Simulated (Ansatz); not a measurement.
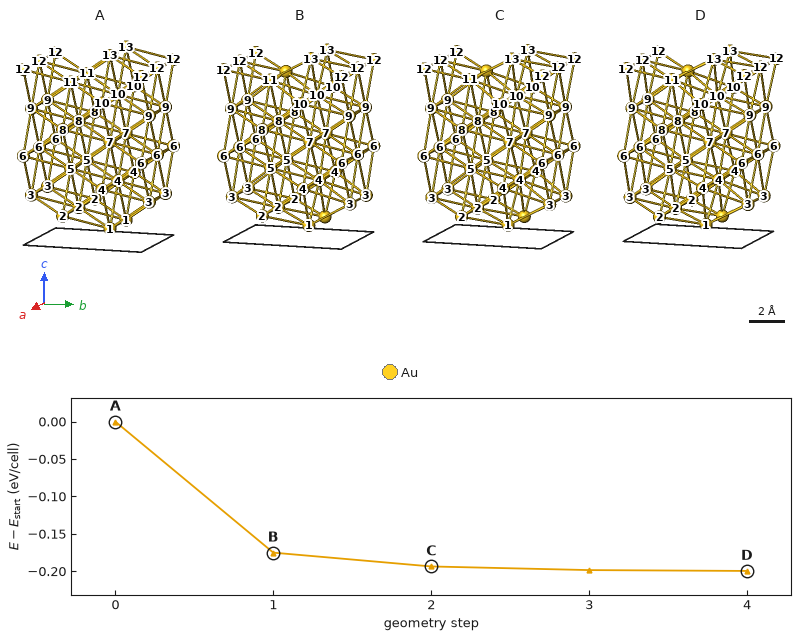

Frames of a relaxation of a slab of composition Au (cut from the Fm-3m phase), marked on the history of the run. A ball-and-stick model of the 2 × 1 repeat of the cell, outlined in the plane, without the vacuum, seen slightly off an axis.

The slab is the (2 1 1) face of Au.

Level of theory: DFT PBE, scalar-relativistic, plane waves, PAW in Ansatz. (plane-wave cutoff 420 eV; k-point mesh 12 × 5 × 1; occupations gaussian; smearing width 0.1 eV; no spin polarisation; dipole correction; atoms relaxed in a fixed cell; force threshold 0.02 eV/Å; at most 60 steps)

**What happens along the run?**

The largest moves, 0.32 Å, are those of Au1 and Au13. Au1 goes at 47° to the normal (+c side). The cell stays as it was. Near-neighbour distances that change, for instance: Au10–Au12 2.940 → 3.212 Å, Au3–Au6 2.940 → 3.076 Å, Au11–Au12 2.940 → 2.825 Å, Au3–Au5 2.940 → 3.048 Å. After 4 geometry steps the energy has fallen by 0.199 eV per cell of the calculation. The largest force component goes from 0.47 to 0.0056 eV/Å. From step 0 to 1: Au atoms move most (0.19 Å), energy −0.175 eV per cell of the calculation. From step 1 to 2: Au atoms move most (0.07 Å), energy −18.5 meV per cell of the calculation. From step 2 to 4: Au atoms move most (0.13 Å), energy −6.0 meV per cell of the calculation.
